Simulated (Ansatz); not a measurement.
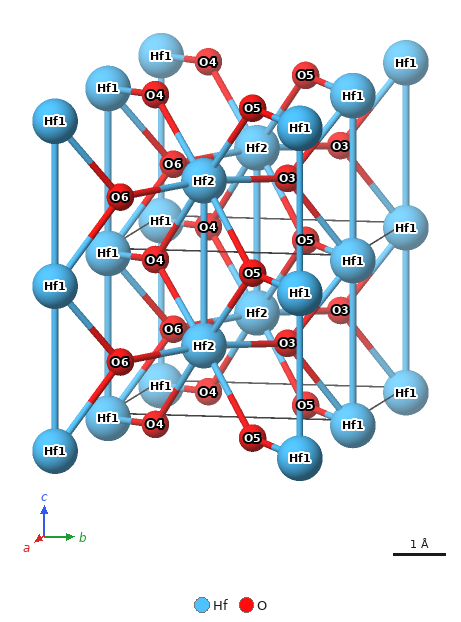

Fig. 1: The structure as given in the input (ball-and-stick view of the cell of the calculation, repeated 2 × 1 × 2, seen slightly off an axis; atoms are numbered from 1 in the order of the input). An atom can appear more than once, as a periodic image.

## What a change does: single-point calculation on HfO2

System: HfO2 (6 atoms in the cell).
Method of the first run: DFT PBEsol, scalar-relativistic, plane waves, PAW, PAW set soft_1, no spin polarisation (Ansatz 0.2.0).

The structure derives from a Materials Project entry. Text and figures count atoms from 1; the logs count them from 0 in places.

## The input, the first run
```yaml
crystal:
  lattice:
    - [4.8307835077, 0.0, 0.0]
    - [0.0, 4.8307835077, 0.0]
    - [0.0, 0.0, 3.2101828971]
  atoms:
    - { symbol: Hf, position: [0.0, 0.0, -0.0309951187] }
    - { symbol: Hf, position: [0.5, 0.5, 0.5309951187] }
    - { symbol: O, position: [0.1572912555, 0.7673255293, 0.4882965444] }
    - { symbol: O, position: [0.3427087445, 0.2673255293, 0.0117034556] }
    - { symbol: O, position: [0.6572912555, 0.7326744707, 0.0117034556] }
    - { symbol: O, position: [0.8427087445, 0.2326744707, 0.4882965444] }
basis:
  ecutwfc: 520.0
kpoints:
  mp_grid: { grid: [6, 6, 8] }
hamiltonian:
  xc: pbesol
  pseudopotentials: { kind: paw, azcp: { folder: soft_1 } }
scf:
  occupations: { method: gaussian, width: 0.05 }
output:
  forces: true
  stress: true
  eigenvalues: true
```

Command:
```bash
ansatz run input.yaml --threads 2 --pin off --max-ram 4096MiB --backend cpu --events-out ev --progress --plain --runs-dir out
```

Hardware: 2 threads of Arm Neoverse N1, 98 GiB of memory available, shared host.

## Output, shortened to warnings, some set-up lines, iterations and results (the first run)
```
Warning: [file] the record states the generating functional pbe (its physics header spells it `PBE`), which answers neither for hamiltonian.xc's functional nor for the pbesol family's — results may be inconsistent (PPs are generated against a specific XC)
Warning: [file] the record states the generating functional pbe (its physics header spells it `PBE`), which answers neither for hamiltonian.xc's functional nor for the pbesol family's — results may be inconsistent (PPs are generated against a specific XC)
Basis set: ecut = 520 eV, 1955 PW (Γ), exchange–correlation on 72×72×48 points (8 copies of the dense FFT grid, shifted against one another)
Symmetry: 4 space group operations
k-points: 80 of 288 (time reversal used)
Initial density: superposition of atomic densities (chi_scale 0.1, normalization cell, long waves kept (reshape's long-wave potential 0.00 eV rms))
[...]
SCF iter   1: F=—  HF=-33453.147018 eV  |F-HF|=—  |Δ(HF+E_count)|=         —  Δρ=9.06e-2  dr2=5.02e0  ethr=3.10e-3  ⟨swp⟩=5.8  Hψ=11829  notcnv=0  defer=7
SCF iter   2: F=—  HF=-33451.980198 eV  |F-HF|=—  |Δ(HF+E_count)|=    1.17e0  Δρ=4.03e-2  dr2=1.14e0  ethr=3.10e-3  ⟨swp⟩=2.9  Hψ=7948  notcnv=0  defer=141
SCF iter   3: F=—  HF=-33451.656228 eV  |F-HF|=—  |Δ(HF+E_count)|=   3.24e-1  Δρ=2.18e-2  dr2=3.41e-1  ethr=1.50e-3  ⟨swp⟩=2.0  Hψ=6170  notcnv=0  defer=141
SCF iter   4: F=—  HF=-33451.581318 eV  |F-HF|=—  |Δ(HF+E_count)|=   7.49e-2  Δρ=8.03e-3  dr2=2.81e-2  ethr=4.49e-4  ⟨swp⟩=2.7  Hψ=7319  notcnv=0  defer=141
SCF iter   5: F=—  HF=-33451.597043 eV  |F-HF|=—  |Δ(HF+E_count)|=   1.57e-2  Δρ=3.47e-3  dr2=1.01e-2  ethr=3.70e-5  ⟨swp⟩=2.0  Hψ=6467  notcnv=0  defer=72
SCF iter   6: F=—  HF=-33451.591652 eV  |F-HF|=—  |Δ(HF+E_count)|=   5.39e-3  Δρ=8.38e-4  dr2=4.48e-4  ethr=1.33e-5  ⟨swp⟩=2.0  Hψ=6603  notcnv=0  defer=72
SCF iter   7: F=—  HF=-33451.592286 eV  |F-HF|=—  |Δ(HF+E_count)|=   6.34e-4  Δρ=4.75e-4  dr2=1.34e-4  ethr=5.89e-7  ⟨swp⟩=2.0  Hψ=6612  notcnv=0  defer=72
SCF iter   8: F=—  HF=-33451.592318 eV  |F-HF|=—  |Δ(HF+E_count)|=   3.25e-5  Δρ=6.17e-5  dr2=3.21e-6  ethr=1.76e-7  ⟨swp⟩=2.0  Hψ=6540  notcnv=0  defer=72
SCF iter   9: F=—  HF=-33451.592385 eV  |F-HF|=—  |Δ(HF+E_count)|=   6.67e-5  Δρ=1.25e-5  dr2=1.26e-7  ethr=4.23e-9  ⟨swp⟩=2.0  Hψ=6540  notcnv=0  defer=72
SCF iter  10: F=-33451.592385 eV  HF=-33451.592385 eV  |F-HF|=3.13e-9  |Δ(HF+E_count)|=   1.32e-7  Δρ=2.59e-6  dr2=4.29e-9  ethr=1.32e-10  ⟨swp⟩=10.2  Hψ=15872  notcnv=0
SCF 1 converged in 10 iterations: F = -33451.592385 eV  dr2 = 4.29e-9
SCF converged after 10 iterations
Free energy (F): -33451.592385 eV
Harris-Foulkes:  -33451.592385 eV  (|F-HF|=3.13e-9)
Internal energy: -33451.592385 eV  (E = F + TS)
E sigma→0 (E₀):  -33451.592385 eV
Fermi energy:    13.136842 eV
--- Per-component energies (eV) ---
  E_band       = -207.896609
  E_kinetic    = 1478.631237
  E_local      = -15392.772012  (includes V_loc(G=0)·N_el)
  E_nonlocal   = 354.099248
  E_hartree    = 7264.632545
  E_xc         = -809.320151
  E_vxc        = -868.682887  (∫ρ·V_xc dr)
  E_paw        = -15787.127444  (= ΣΔE_a)
  E_vpaw       = -308.439528  (= ΣTr[D̂ρ^β])
  E_aug_tail   = 0.000974  (compensation charges beyond the density's cutoff)
  E_ewald      = -10562.380046
  E_core_change = 2.643264  (= ΣΔE_core)
  E_smearing   = -0.000000  (= −TS)
  E_closure    = -0.000000  (closes the sum)
  Σ components = -33451.592385   (vs F -33451.592385, Δ=0.00e0)
--- Forces (eV/Å), atoms counted from 1 ---
  atom   1  Hf     0.00000000     0.00000000     0.50260822
  atom   2  Hf     0.00000000     0.00000000    -0.50260822
  atom   3  O      0.19638930     0.33605108     0.07819360
  atom   4  O     -0.19638930     0.33605108    -0.07819360
  atom   5  O      0.19638930    -0.33605108    -0.07819360
  atom   6  O     -0.19638930    -0.33605108     0.07819360
  max |Σ_I F_I| component: 1.11e-16 eV/Å
--- Stress (GPa, compression-positive) ---
       -3.095149       0.000000       0.000000
        0.000000      -5.543283       0.000000
        0.000000       0.000000      -3.134716
  P = ⅓ Tr σ = -3.9244 GPa (-39.244 kbar)
```

For the second run the input was changed thus:
```diff
-    - { symbol: O, position: [0.1572912555, 0.7673255293, 0.4882965444] }
-    - { symbol: O, position: [0.3427087445, 0.2673255293, 0.0117034556] }
-    - { symbol: O, position: [0.6572912555, 0.7326744707, 0.0117034556] }
-    - { symbol: O, position: [0.8427087445, 0.2326744707, 0.4882965444] }
+    - { symbol: O, position: [0.1384527705, 0.7484870443, 0.4882965444] }
+    - { symbol: O, position: [0.3615472295, 0.2484870443, 0.0117034556] }
+    - { symbol: O, position: [0.6384527705, 0.7515129557, 0.0117034556] }
+    - { symbol: O, position: [0.8615472295, 0.2515129557, 0.4882965444] }
```

Predict how the results change.

With the same functional and potentials, the second run lies 50.8 meV per atom higher. The gap on the mesh goes from 4.02 to 3.85 eV. The pressure goes from −3.92 to −8.36 GPa. The largest force goes from 0.503 to 0.939 eV/Å. The number of SCF iterations is the same.

## Output, shortened to warnings, some set-up lines, iterations and results (the second run)
```
Warning: [file] the record states the generating functional pbe (its physics header spells it `PBE`), which answers neither for hamiltonian.xc's functional nor for the pbesol family's — results may be inconsistent (PPs are generated against a specific XC)
Warning: [file] the record states the generating functional pbe (its physics header spells it `PBE`), which answers neither for hamiltonian.xc's functional nor for the pbesol family's — results may be inconsistent (PPs are generated against a specific XC)
Basis set: ecut = 520 eV, 1955 PW (Γ), exchange–correlation on 72×72×48 points (8 copies of the dense FFT grid, shifted against one another)
Symmetry: 4 space group operations
k-points: 80 of 288 (time reversal used)
Initial density: superposition of atomic densities (chi_scale 0.1, normalization cell, long waves kept (reshape's long-wave potential 0.00 eV rms))
[...]
SCF iter   1: F=—  HF=-33452.860111 eV  |F-HF|=—  |Δ(HF+E_count)|=         —  Δρ=9.30e-2  dr2=5.29e0  ethr=3.10e-3  ⟨swp⟩=5.9  Hψ=11854  notcnv=0  defer=8
SCF iter   2: F=—  HF=-33451.655864 eV  |F-HF|=—  |Δ(HF+E_count)|=    1.20e0  Δρ=4.05e-2  dr2=1.12e0  ethr=3.10e-3  ⟨swp⟩=2.9  Hψ=8032  notcnv=0  defer=141
SCF iter   3: F=—  HF=-33451.347524 eV  |F-HF|=—  |Δ(HF+E_count)|=   3.08e-1  Δρ=2.25e-2  dr2=3.58e-1  ethr=1.47e-3  ⟨swp⟩=2.0  Hψ=6122  notcnv=0  defer=141
SCF iter   4: F=—  HF=-33451.279445 eV  |F-HF|=—  |Δ(HF+E_count)|=   6.81e-2  Δρ=8.23e-3  dr2=2.73e-2  ethr=4.71e-4  ⟨swp⟩=2.5  Hψ=7180  notcnv=0  defer=141
SCF iter   5: F=—  HF=-33451.289679 eV  |F-HF|=—  |Δ(HF+E_count)|=   1.02e-2  Δρ=2.76e-3  dr2=7.42e-3  ethr=3.60e-5  ⟨swp⟩=2.0  Hψ=6290  notcnv=0  defer=80
SCF iter   6: F=—  HF=-33451.287009 eV  |F-HF|=—  |Δ(HF+E_count)|=   2.67e-3  Δρ=8.67e-4  dr2=4.49e-4  ethr=9.77e-6  ⟨swp⟩=2.0  Hψ=6557  notcnv=0  defer=80
SCF iter   7: F=—  HF=-33451.287433 eV  |F-HF|=—  |Δ(HF+E_count)|=   4.25e-4  Δρ=3.96e-4  dr2=1.02e-4  ethr=5.91e-7  ⟨swp⟩=2.0  Hψ=6589  notcnv=0  defer=80
SCF iter   8: F=—  HF=-33451.287460 eV  |F-HF|=—  |Δ(HF+E_count)|=   2.61e-5  Δρ=6.57e-5  dr2=3.25e-6  ethr=1.34e-7  ⟨swp⟩=2.0  Hψ=6165  notcnv=0  defer=80
SCF iter   9: F=—  HF=-33451.287361 eV  |F-HF|=—  |Δ(HF+E_count)|=   9.84e-5  Δρ=1.24e-5  dr2=1.04e-7  ethr=4.28e-9  ⟨swp⟩=2.2  Hψ=6539  notcnv=0  defer=80
SCF iter  10: F=-33451.287361 eV  HF=-33451.287361 eV  |F-HF|=2.41e-9  |Δ(HF+E_count)|=   9.80e-8  Δρ=2.77e-6  dr2=4.89e-9  ethr=1.32e-10  ⟨swp⟩=10.3  Hψ=15848  notcnv=0
SCF 1 converged in 10 iterations: F = -33451.287361 eV  dr2 = 4.89e-9
SCF converged after 10 iterations
Free energy (F): -33451.287361 eV
Harris-Foulkes:  -33451.287361 eV  (|F-HF|=2.41e-9)
Internal energy: -33451.287361 eV  (E = F + TS)
E sigma→0 (E₀):  -33451.287361 eV
Fermi energy:    13.122209 eV
--- Per-component energies (eV) ---
  E_band       = -208.628134
  E_kinetic    = 1474.996209
  E_local      = -15271.976882  (includes V_loc(G=0)·N_el)
  E_nonlocal   = 353.046569
  E_hartree    = 7204.160741
  E_xc         = -808.412960
  E_vxc        = -867.506042  (∫ρ·V_xc dr)
  E_paw        = -15785.510939  (= ΣΔE_a)
  E_vpaw       = -305.513953  (= ΣTr[D̂ρ^β])
  E_aug_tail   = 0.001007  (compensation charges beyond the density's cutoff)
  E_ewald      = -10620.234371
  E_core_change = 2.643264  (= ΣΔE_core)
  E_smearing   = -0.000000  (= −TS)
  E_closure    = -0.000000  (closes the sum)
  Σ components = -33451.287361   (vs F -33451.287361, Δ=0.00e0)
--- Forces (eV/Å), atoms counted from 1 ---
  atom   1  Hf     0.00000000     0.00000000     0.41952480
  atom   2  Hf     0.00000000     0.00000000    -0.41952480
  atom   3  O      0.35163711     0.85850221     0.14293267
  atom   4  O     -0.35163711     0.85850221    -0.14293267
  atom   5  O      0.35163711    -0.85850221    -0.14293267
  atom   6  O     -0.35163711    -0.85850221     0.14293267
  max |Σ_I F_I| component: 2.22e-16 eV/Å
--- Stress (GPa, compression-positive) ---
       -7.449068       0.000000       0.000000
        0.000000     -10.473773       0.000000
        0.000000       0.000000      -7.156958
  P = ⅓ Tr σ = -8.3599 GPa (-83.599 kbar)
```

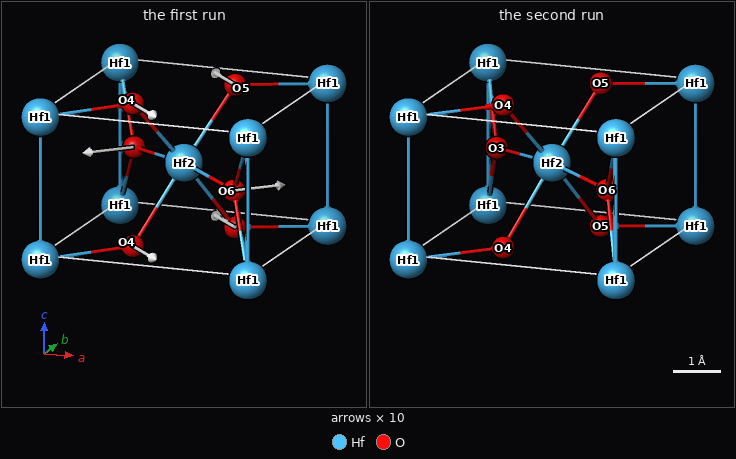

Fig. 2: The two input geometries at one scale (ball-and-stick view of the cell of the calculation, seen slightly off an axis). The white arrows on the first give the shifts of the atoms relative to the cell, magnified 10 times. The largest moves, 0.13 Å, are those of O3, O4, O5 and O6. Hf stays in place. The lattice vectors keep their values. Among the contacts that change: Hf1–O3 2.055 → 2.075 Å, Hf1–O4 2.104 → 2.124 Å.

## The two runs side by side

| quantity | the first run | the second run |
| --- | --- | --- |
| outcome | converged | converged |
| free energy per atom (eV) | −5575.2654 | −5575.2146 |
| gap on the mesh (eV) | 4.02 | 3.85 |
| pressure (GPa) | −3.92 | −8.36 |
| largest force (eV/Å) | 0.503 | 0.939 |
| SCF iterations | 10 | 10 |
| irreducible k-points | 80 | 80 |
| plane waves at Γ | 1955 | 1955 |
| wall time (shared host) | 37 s | 38 s |

For both runs: Warnings: the PAW datasets were made with another functional. Spin–orbit coupling is left out, which matters for Hf. For the second run: The cell is under a tension of 8.4 GPa at this level, so it is not at its equilibrium volume.
